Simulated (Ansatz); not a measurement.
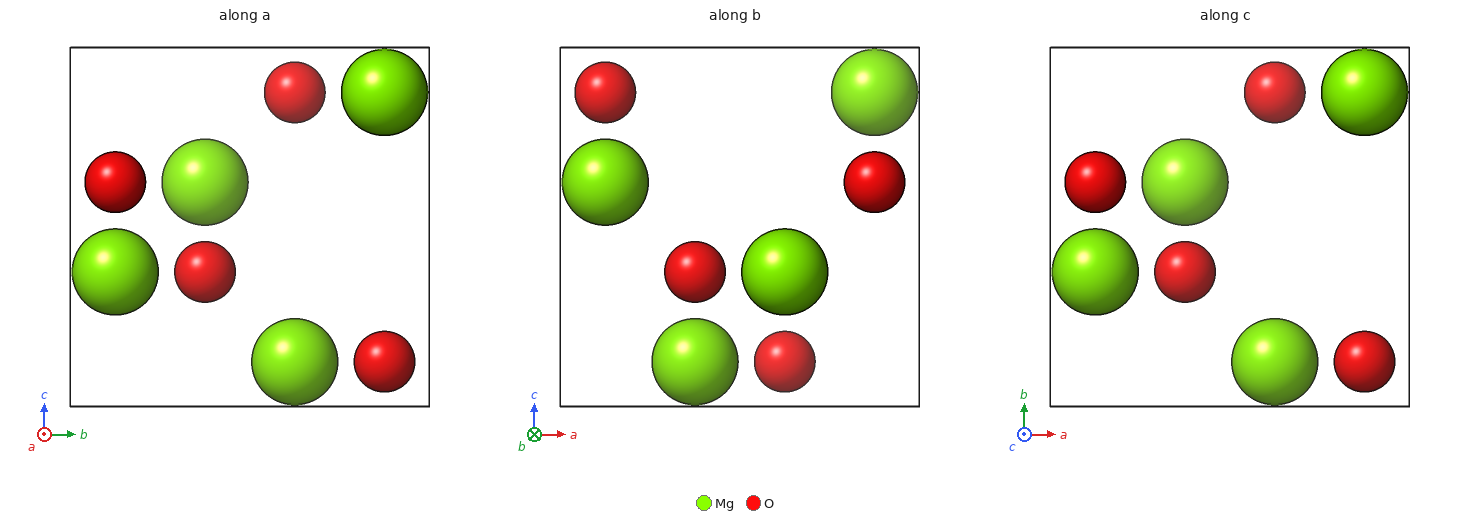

View along the a axis, along the b axis and along the c axis, drawn as a spheres-only model. Thin lines show the conventional unit cell, with boundary atoms drawn in all their periodic places.

Lattice parameters: a = 5.393 Å, b = 5.393 Å, c = 5.393 Å, α = 90.00°, β = 90.00°, γ = 90.00°.

Give the atomic positions as a table of Wyckoff sites.

Space group P4_132 (No. 213).
```json
{"atom": "Mg", "site": "4b", "x": "0.8750", "y": "0.8750", "z": "0.8750"}
{"atom": "O", "site": "4a", "x": "0.3750", "y": "0.3750", "z": "0.3750"}
```

The initial geometry was a structure type filled with these elements by a generator (whether the compound takes this form wasn't checked). This is the structure after a relaxation with Ansatz 0.2.0, DFT PBE, scalar-relativistic, plane waves, PAW.
